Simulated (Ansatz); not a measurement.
Single-point calculation, with input and output: Cd₄Te₃

System: Cd₄Te₃ (slab, 7 atoms in the cell).
Method: DFT PBEsol, scalar-relativistic, plane waves, PAW, no spin polarisation (Ansatz 0.2.0).

The structure derives from an entry of the Crystallography Open Database. It belongs to a series of runs on one base structure; here: (1 0 0) slab cut from the bulk. Figures and captions count atoms from 1; the log counts them from 0 in places.

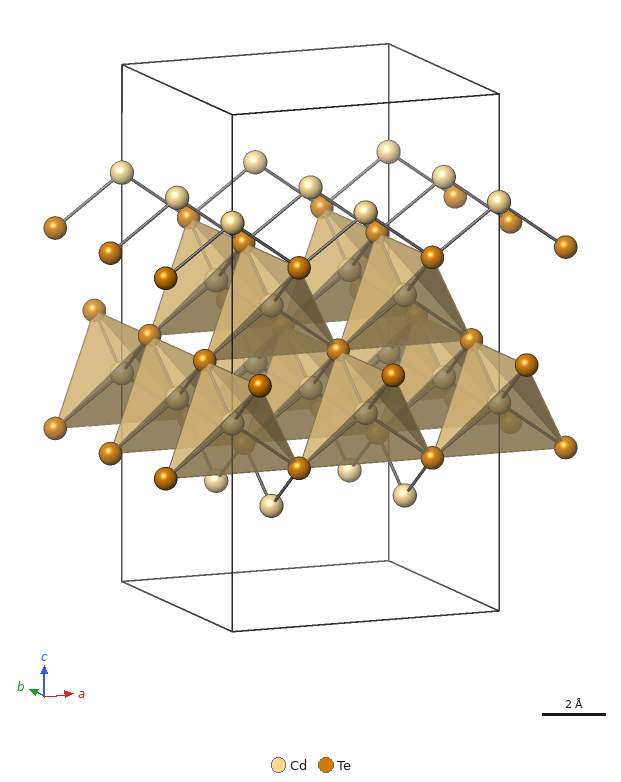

The structure as given in the input (polyhedral view of the 2 × 2 repeat of the cell, with the vacuum cut short, seen slightly off an axis; polyhedra are completed across the faces of the cell).

### Input file
```yaml
crystal:
  lattice:
    - [4.5886584767, 0.0, 0.0]
    - [0.0, 4.5886584767, 0.0]
    - [0.0, 0.0, 24.7340145762]
  atoms:
    - { symbol: Cd, position: [0.5, 0.5, 0.3032261494] }
    - { symbol: Te, position: [0.5, 0.0, 0.368817433] }
    - { symbol: Cd, position: [0.0, 0.0, 0.4344087165] }
    - { symbol: Te, position: [0.0, 0.5, 0.5] }
    - { symbol: Cd, position: [0.5, 0.5, 0.5655912835] }
    - { symbol: Te, position: [0.5, 0.0, 0.631182567] }
    - { symbol: Cd, position: [0.0, 0.0, 0.6967738506] }
basis:
  ecutwfc: 420
kpoints:
  mp_grid: { grid: [6, 6, 1] }
hamiltonian:
  xc: pbesol
scf:
  occupations: { method: gaussian, width: 0.05 }
output:
  forces: true
  stress: true
  eigenvalues: true
  write_density: true
  write_potential: true
  elf: true
  volumetric_format: npy
efield:
  axis: 3
  dipole_correction: true
  ramp_width: 0.04
```

Command:
```bash
ansatz run input.yaml --threads 1 --pin off --max-ram 2560MiB --backend cpu --events-out ev --progress --plain --runs-dir out
```

### The program's output
```
Engine: ansatz 0.2.0, aarch64-unknown-linux-gnu
Pseudopotentials: kind: paw
Pseudopotential: Cd, paw, valence charge 20, recommended cutoff 420 eV (normal), Cd.paw.azcp
Pseudopotential: Te, paw, valence charge 16, recommended cutoff 420 eV (normal), Te.paw.azcp
Functional definition: PBEsol
  exchange = pbesol_x
  correlation = pbesol_c
Crystal: 7 atoms, lattice volume = 520.794 Å³
Basis set: ecut = 420 eV, 10171 PW (Γ), exchange–correlation on 64×64×360 points (8 copies of the dense FFT grid, shifted against one another)
Bands: 77, of which v1, the nominal top of the filled ones, is band 64 counted from 1 (63 counted from 0)
Symmetry: 4 space group operations
k-points: 16 of 36
Non-local potential: Cd, projectors of the file, l = 0: 3, l = 1: 2, l = 2: 2, l = 3: 1
Non-local potential: Te, projectors of the file, l = 0: 2, l = 1: 2, l = 2: 2, l = 3: 2
PAW form: soft (Blöchl's): semilocal exchange-correlation on the pseudo side does not see the compensation charge
PAW frozen core: Cd, regenerated for the run's functional, and the local potential with it (the file was generated under x = pbe(κ = 0.804, μ = 0.2195149727645171), c = pbe(β = 0.06672455060314922))
PAW frozen core: Te, regenerated for the run's functional, and the local potential with it (the file was generated under x = pbe(κ = 0.804, μ = 0.2195149727645171), c = pbe(β = 0.06672455060314922))
PAW one-centre angular grid: Cd, 590 points (default); XC on 64 Gauss nodes
PAW one-centre angular grid: Te, 590 points (default); XC on 64 Gauss nodes
Initial density: superposition of atomic densities (neutral atoms: chi_scale 0, normalization atom), corrected by the library's trained network
Initial wavefunctions: pseudopotential atomic-orbital guess
Functional: x = pbesol(κ = 0.804, μ = 0.12345679012345678), c = pbesol(β = 0.046)
SCF iter   1: F=—  HF=-53440.086725 eV  |F-HF|=—  |Δ(HF+E_count)|=         —  Δρ=2.64e-3  dr2=1.28e-1  ethr=1.77e-3  p=0.000 e·Å  D=1.74e-14 V/Å  ΔV_dip=-0.00 eV  dr2_dipole=1.64e-6  V_vac-E_F(+/−)=3.82/3.82 eV  ⟨swp⟩=11.1  Hψ=5888  notcnv=0  defer=43
efield: sawtooth ramp at fractional position 0.9800 (placed from the atoms, in the widest stretch of the axis that holds none; the zero of the levels goes with the place), width 0.0400; the density the first Hamiltonian is built on has a dipole p = 0.000 e·Å; the dipole correction subtracts the counter field D = 1.74e-14 V/Å, which shifts the + side's vacuum level by -0.00 eV against the − side's; the planar-averaged density in the ramp window peaks in size at 1.6e-5 e/Å³
preconditioner: auto → LDOS  [metal: Δε(μ)=0.008 eV  Ē_g=10.472 eV  σ=0.050 eV  W_gap=0.10  n_scr=96 (ndim 8)  ℏωp=13.2 eV  f_vac=0.531  D(μ)=8.21/eV (n_scr^D=40)  β→1.0]
SCF iter   2: F=—  HF=-53440.087970 eV  |F-HF|=—  |Δ(HF+E_count)|=   1.24e-3  Δρ=2.90e-3  dr2=7.34e-2  ethr=9.96e-5  p=0.000 e·Å  D=2.32e-5 V/Å  ΔV_dip=-0.00 eV  dr2_dipole=4.92e-7  V_vac-E_F(+/−)=3.91/3.91 eV  ⟨swp⟩=2.8  Hψ=2449  notcnv=0  defer=114
SCF iter   3: F=—  HF=-53440.075666 eV  |F-HF|=—  |Δ(HF+E_count)|=   1.23e-2  Δρ=9.70e-4  dr2=3.67e-2  ethr=5.74e-5  p=0.000 e·Å  D=1.62e-5 V/Å  ΔV_dip=-0.00 eV  dr2_dipole=2.85e-7  V_vac-E_F(+/−)=3.91/3.91 eV  ⟨swp⟩=2.4  Hψ=2070  notcnv=0  defer=114
SCF iter   4: F=—  HF=-53440.072826 eV  |F-HF|=—  |Δ(HF+E_count)|=   2.84e-3  Δρ=7.09e-4  dr2=1.83e-2  ethr=2.86e-5  p=-0.000 e·Å  D=-1.33e-7 V/Å  ΔV_dip=0.00 eV  dr2_dipole=3.40e-8  V_vac-E_F(+/−)=3.96/3.96 eV  ⟨swp⟩=1.8  Hψ=1148  notcnv=0  defer=114
SCF iter   5: F=—  HF=-53440.070146 eV  |F-HF|=—  |Δ(HF+E_count)|=   2.68e-3  Δρ=2.74e-4  dr2=2.83e-3  ethr=1.43e-5  p=-0.000 e·Å  D=-7.83e-6 V/Å  ΔV_dip=0.00 eV  dr2_dipole=1.51e-7  V_vac-E_F(+/−)=4.01/4.01 eV  ⟨swp⟩=2.0  Hψ=1207  notcnv=0  defer=114
SCF iter   6: F=—  HF=-53440.069698 eV  |F-HF|=—  |Δ(HF+E_count)|=   4.48e-4  Δρ=1.13e-4  dr2=2.24e-4  ethr=2.21e-6  p=-0.000 e·Å  D=-9.03e-6 V/Å  ΔV_dip=0.00 eV  dr2_dipole=1.05e-7  V_vac-E_F(+/−)=4.03/4.03 eV  ⟨swp⟩=1.8  Hψ=1306  notcnv=0  defer=113
SCF iter   7: F=—  HF=-53440.069702 eV  |F-HF|=—  |Δ(HF+E_count)|=   3.73e-6  Δρ=3.60e-5  dr2=1.08e-5  ethr=1.75e-7  p=-0.000 e·Å  D=-5.42e-6 V/Å  ΔV_dip=0.00 eV  dr2_dipole=1.35e-8  V_vac-E_F(+/−)=4.04/4.04 eV  ⟨swp⟩=2.0  Hψ=1531  notcnv=0  defer=113
SCF iter   8: F=—  HF=-53440.069821 eV  |F-HF|=—  |Δ(HF+E_count)|=   1.18e-4  Δρ=1.36e-5  dr2=1.84e-6  ethr=8.41e-9  p=-0.000 e·Å  D=-3.34e-6 V/Å  ΔV_dip=0.00 eV  dr2_dipole=2.79e-9  V_vac-E_F(+/−)=4.04/4.04 eV  ⟨swp⟩=2.0  Hψ=1733  notcnv=0  defer=113
SCF iter   9: F=—  HF=-53440.069821 eV  |F-HF|=—  |Δ(HF+E_count)|=   2.82e-7  Δρ=5.23e-6  dr2=1.70e-7  ethr=1.44e-9  p=-0.000 e·Å  D=-1.70e-6 V/Å  ΔV_dip=0.00 eV  dr2_dipole=2.28e-11  V_vac-E_F(+/−)=4.04/4.04 eV  ⟨swp⟩=2.0  Hψ=1654  notcnv=0  defer=113
SCF iter  10: F=-53440.069821 eV  HF=-53440.069821 eV  |F-HF|=1.59e-8  |Δ(HF+E_count)|=   3.03e-9  Δρ=1.50e-6  dr2=1.49e-8  ethr=7.81e-11  p=-0.000 e·Å  D=-1.16e-6 V/Å  ΔV_dip=0.00 eV  dr2_dipole=5.99e-13  V_vac-E_F(+/−)=4.04/4.04 eV  ⟨swp⟩=18.0  Hψ=9386  notcnv=0
SCF 1 converged in 10 iterations: F = -53440.069821 eV  dr2 = 1.49e-8
  greatest PAW one-centre occupation: 1.000 electrons in one spin orbital (limit 2), on the Cd atom at site 2 (counted from 0), in its partial waves of l = 0
```

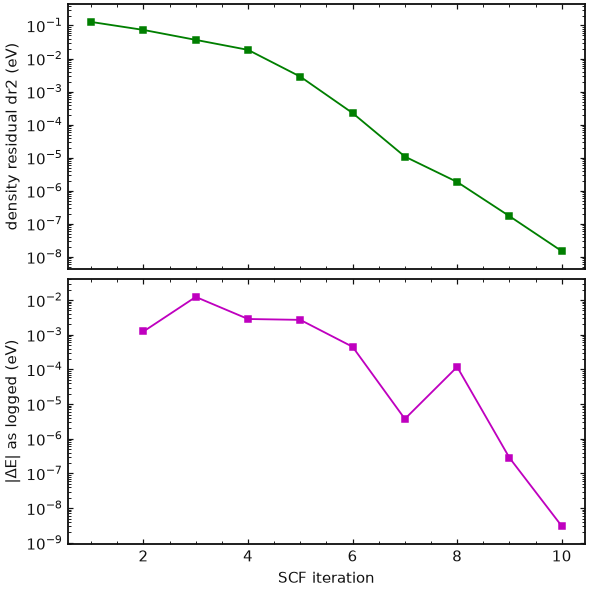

Convergence of the self-consistent field: density residual dr2 and size of the energy change against the SCF iteration. The residual falls at every step.

```
WARN: The output density's exchange-correlation potential varies sharply where the density is thin. Do not read a vacuum level from v_tot or v_xc, or from such a field of the output density. On a cell that repeats whose density bears no net charge and no dipole along the vacuum's axis use v_es (v_loc + v_h of the components); under efield.dipole_correction with no amplitude use v_es + v_field, which holds any external_charges[].barrier, or the levels of the report's work_function block, which leave it out; under a non-zero efield.amplitude the vacuum is tilted and has no level; on a cell that repeats and bears such a dipole with no correction it is tilted too, and efield.dipole_correction with no amplitude gives each side of its ramp a level where efield: is served; in a cell that repeats whose density bears a net charge (total_charge, or a fill off its count) it is curved and has none; of a slab under crystal.periodic whose density bears no net charge use v_es, which has a level on each side, short of where the two are joined; of another it falls or rises all the way out and has none; of a slab beside external_charges read slab_vacuum_level instead, which it has where they leave it neutral. The grid or the basis barely resolves most such structure, and the values can differ between equally converged runs; as a rule a tighter scf.convergence.dr2_threshold does not remove it. Where the density itself ripples (under the LDA too) a higher basis.ecutwfc lessens it. The files hold the spikes' plane waves up to the density's cutoff. Files: v_tot_of_output_density and the like, and their columns of v_z.tsv (output.write_potential); v_xc_of_output_density and the like, and their columns of v_comp_z.tsv (output.write_potential_components). Measured: with its Gaussian average of σ = 0.25 Å subtracted twice, the exchange-correlation potential is over 0.1 eV at 724 of the grid points where the equally averaged density (valence and model cores) is under 1e-3 e/Å³, and 0.256 eV at the most among them, at an averaged density of 6.0e-8 e/Å³. The input density's (outcome.potential() and, of a run that writes arrays, v_tot and v_xc) is over 0.1 eV, so measured, at 2 points of its own thin density, 0.118 eV at the most. See output.write_potential in the manual, Limitations
SCF converged after 10 iterations
Free energy (F): -53440.069821 eV
Harris-Foulkes:  -53440.069821 eV  (|F-HF|=1.59e-8)
Internal energy: -53440.061424 eV  (E = F + TS)
E sigma→0 (E₀):  -53440.065623 eV
Entropy (-TS):   -0.008397 eV (-1.200 meV/atom)
Fermi energy:    1.638125 eV
Dipole field:    D = -0.000001 V/Å  (p = -0.000001 e·Å, saw-weighted, corrected)
Work function:   Φ+ = 4.0405 eV   Φ− = 4.0404 eV
Levels:          The Fermi level and band energies are counted from a zero that moves with the ramp; work functions are not
--- Per-component energies (eV) ---
  E_band       = -3744.488204
  E_kinetic    = 2562.891572
  E_local      = -104057.984434  (includes V_loc(G=0)·N_el)
  E_nonlocal   = -778.496958
  E_hartree    = 51511.298784
  E_xc         = -1068.590999
  E_vxc        = -1192.049597  (∫ρ·V_xc dr)
  E_paw        = -29810.284049  (= ΣΔE_a)
  E_vpaw       = -3301.431768  (= ΣTr[D̂ρ^β])
  E_aug_tail   = -0.000479  (compensation charges beyond the density's cutoff)
  E_efield     = 0.000000  (sawtooth field / dipole correction)
  E_vefield    = 0.000000  (∫n·V_field dr)
  E_ewald      = 28198.612854
  E_core_change = 2.492284  (= ΣΔE_core)
  E_smearing   = -0.008397  (= −TS)
  E_closure    = 0.000000  (closes the sum)
  Σ components = -53440.069821   (vs F -53440.069821, Δ=0.00e0)
--- Forces (eV/Å), atoms counted from 1 ---
  atom   1  Cd     0.00000000     0.00000000    -0.19276213
  atom   2  Te     0.00000000     0.00000000     0.04116356
  atom   3  Cd     0.00000000     0.00000000     0.09558831
  atom   4  Te     0.00000000     0.00000000     0.00000090
  atom   5  Cd     0.00000000     0.00000000    -0.09558979
  atom   6  Te     0.00000000     0.00000000    -0.04116464
  atom   7  Cd     0.00000000     0.00000000     0.19276395
  max |Σ_I F_I| component: 1.63e-7 eV/Å
--- Stress (GPa, compression-positive) ---
        0.288046       0.000000       0.000000
        0.000000       0.288045       0.000000
        0.000000       0.000000       0.399494
  P = ⅓ Tr σ = 0.3252 GPa (3.252 kbar)
--- Band table (eV; the first three rows and the last of 16) ---
  k-point 0: bands = ["-101.3239", "-101.3239", "-101.1377", "-101.1377", "-62.4211", "-62.4211", "-62.4165", "-62.4165", "-62.4105", "-62.4105", "-62.2623", "-62.2623", "-62.2215", "-62.2215", "-62.2060", "-62.2060", "-35.4078", "-35.4078", "-35.4059", "-35.4059", "-35.4054", "-35.4054", "-35.3911", "-35.3911", "-35.3824", "-35.3824", "-35.2846", "-35.2846", "-35.2838", "-35.2776", "-35.2749", "-10.4865", "-10.3400", "-10.0969", "-7.5503", "-7.5503", "-7.5173", "-7.4714", "-7.4714", "-7.4056", "-7.3897", "-7.3104", "-7.2953", "-7.2892", "-7.2870", "-7.2870", "-7.1359", "-7.1229", "-7.1038", "-7.1038", "-7.1023", "-7.1023", "-7.0773", "-6.9158", "-3.3702", "-2.5098", "-1.1952", "-1.0106", "-1.0106", "-0.4697", "-0.4697", "0.2831", "0.2831", "0.4748", "1.6774", "3.0571", "3.3401", "3.3976", "3.6559", "3.8352", "4.5807", "5.3474", "5.3474", "5.4937", "5.9209", "6.1233", "6.1233"]
  k-point 1: bands = ["-101.3239", "-101.3239", "-101.1377", "-101.1377", "-62.4211", "-62.4211", "-62.4165", "-62.4165", "-62.4105", "-62.4105", "-62.2623", "-62.2623", "-62.2215", "-62.2215", "-62.2060", "-62.2060", "-35.4079", "-35.4078", "-35.4060", "-35.4059", "-35.4053", "-35.4053", "-35.3910", "-35.3910", "-35.3824", "-35.3824", "-35.2847", "-35.2846", "-35.2837", "-35.2775", "-35.2749", "-10.4277", "-10.3055", "-10.0882", "-7.5440", "-7.5266", "-7.5068", "-7.4760", "-7.4608", "-7.3822", "-7.3642", "-7.3286", "-7.3089", "-7.2867", "-7.2686", "-7.2558", "-7.1295", "-7.1177", "-7.1108", "-7.1094", "-7.1057", "-7.1016", "-7.0369", "-6.8698", "-3.3566", "-2.6816", "-1.8244", "-1.3756", "-0.8908", "-0.8826", "-0.3986", "-0.3451", "0.2641", "1.2917", "1.4776", "3.0363", "3.4241", "3.8080", "4.3037", "4.5878", "4.8053", "5.1157", "5.4479", "5.5190", "5.7559", "6.1017", "6.1656"]
  k-point 2: bands = ["-101.3239", "-101.3239", "-101.1377", "-101.1377", "-62.4211", "-62.4211", "-62.4165", "-62.4165", "-62.4105", "-62.4105", "-62.2623", "-62.2623", "-62.2215", "-62.2215", "-62.2061", "-62.2060", "-35.4080", "-35.4078", "-35.4061", "-35.4059", "-35.4053", "-35.4052", "-35.3908", "-35.3907", "-35.3825", "-35.3825", "-35.2848", "-35.2846", "-35.2835", "-35.2774", "-35.2749", "-10.2939", "-10.2360", "-10.0846", "-7.5278", "-7.5092", "-7.4888", "-7.4801", "-7.4118", "-7.3597", "-7.3368", "-7.3160", "-7.3142", "-7.2568", "-7.2377", "-7.1842", "-7.1209", "-7.1205", "-7.1125", "-7.1117", "-7.0999", "-7.0994", "-6.9297", "-6.8180", "-3.4874", "-3.2402", "-2.5988", "-2.0916", "-1.1627", "-0.5489", "-0.4577", "-0.2469", "0.1500", "1.2346", "1.6786", "2.5537", "3.3294", "3.9858", "4.2396", "5.0601", "5.4569", "5.6267", "5.8975", "5.9913", "6.0830", "6.3739", "6.5910"]
  k-point 15: bands = ["-101.3239", "-101.3239", "-101.1377", "-101.1377", "-62.4211", "-62.4211", "-62.4165", "-62.4165", "-62.4105", "-62.4105", "-62.2623", "-62.2623", "-62.2215", "-62.2215", "-62.2061", "-62.2061", "-35.4081", "-35.4081", "-35.4062", "-35.4062", "-35.4050", "-35.4050", "-35.3902", "-35.3902", "-35.3826", "-35.3826", "-35.2849", "-35.2849", "-35.2829", "-35.2772", "-35.2751", "-10.0759", "-10.0751", "-9.9828", "-7.4379", "-7.4379", "-7.4339", "-7.3895", "-7.3895", "-7.3697", "-7.3402", "-7.3166", "-7.3166", "-7.1627", "-7.1627", "-7.1528", "-7.1528", "-7.1191", "-7.1140", "-7.0910", "-7.0910", "-6.7935", "-6.7117", "-6.6798", "-3.6251", "-3.6251", "-2.8639", "-2.8639", "-1.4662", "-1.4642", "-1.4642", "-1.3784", "-1.2927", "1.8796", "1.8796", "2.4607", "2.7865", "3.7598", "3.9048", "3.9048", "4.9297", "5.4478", "6.4381", "6.4381", "6.4767", "6.6075", "7.2366"]
```

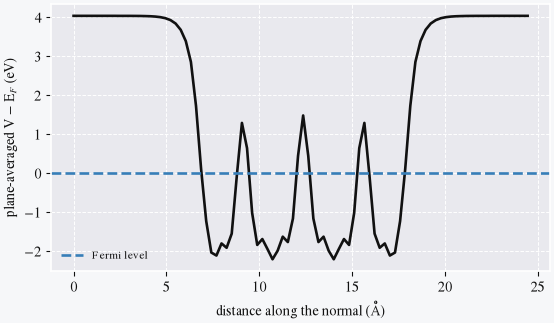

Plane average of the electrostatic potential energy of an electron across the cell, from the Fermi level. The vacuum level lies 4.04 eV above the Fermi level.

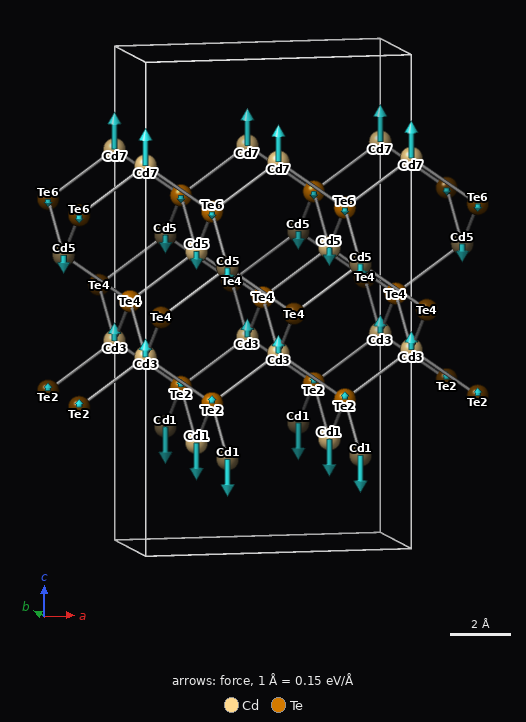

Forces on the atoms as teal arrows (ball-and-stick view of the 2 × 1 repeat of the cell, with the vacuum cut short, seen slightly off an axis; neighbours outside the cell are drawn fainter; atoms are numbered from 1 in the order of the input). The largest act on Cd1, Cd7 (0.19 eV/Å); Cd3, Cd5 (0.10 eV/Å). The geometry is not a stationary point of this energy.

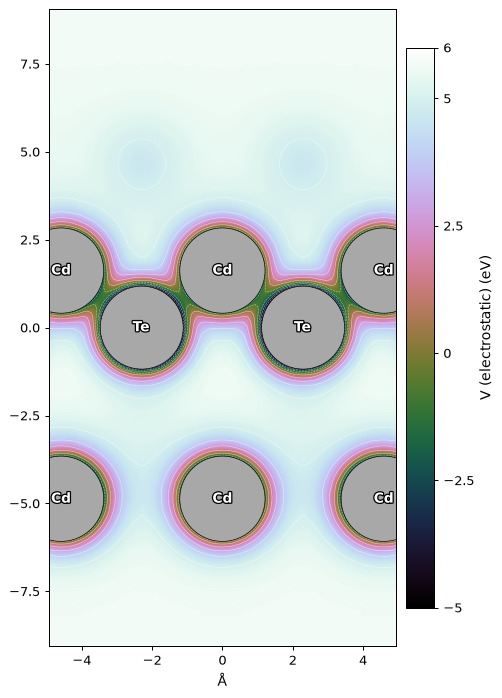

Electrostatic potential energy of an electron on the (010) plane of the calculation cell, a cut from vacuum to vacuum. Grey discs, where drawn, cover atomic cores. The section cuts through Cd and Te sites. The fields are those of the smooth PAW valence density.

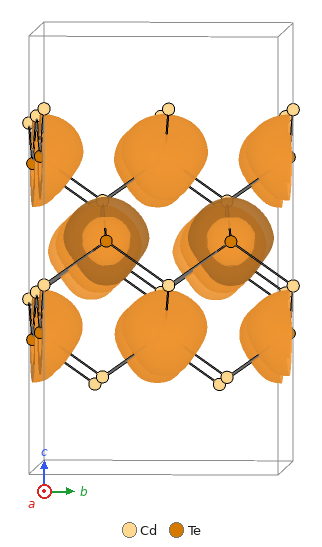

Isosurface of the electron localisation function at 0.5 (orange), seen at an oblique angle. Only the valence region is drawn (cores and ρ < 0.01 e/Å³ removed). Sticks mark near contacts. Counts are for one cell; the picture repeats the cell along the surface. Along the contacts the grid gives the following. Cd–Te (2.81 Å): the ELF peaks at about 0.65 in the valence shell of Te, 1.2 Å from its nucleus, and drops to about 0.15 between the two atoms.

### Summary

- outcome: converged
- electrons treated: 128
- free energy: −53440.0698 eV
- work function, top face: 4.04 eV
- work function, bottom face: 4.04 eV
- Fermi energy: 1.638 eV
- gap on the k-point mesh: none (metallic)
- work function (upper face): 4.04 eV
- largest force (length of the vector): 0.193 eV/Å
- hardware: 1 thread of Arm Neoverse V2, 112 GiB of memory available, shared host
- wall time: 81 s
- peak memory: 0.84 GiB

### Notes

The program warns: the exchange-correlation potential is rough where the density is thin.
